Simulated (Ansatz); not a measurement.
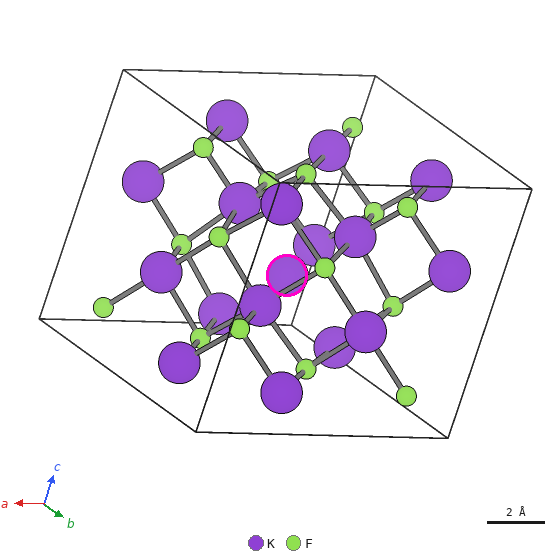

An orthographic ball-and-stick view of the structure, from a general direction. The edges of the supercell are marked. The host is KF, in a cell of 32 sites, and the cell carries a charge of -2. A ring marks the defect's site.

Which defect is modelled here, and what are its neighbours?

Potassium on a fluorine site (an antisite). It is bonded to no bonds drawn.

The atoms were relaxed in the host's cell with DFT PBE, scalar-relativistic, plane waves, PAW (Ansatz 0.2.0).
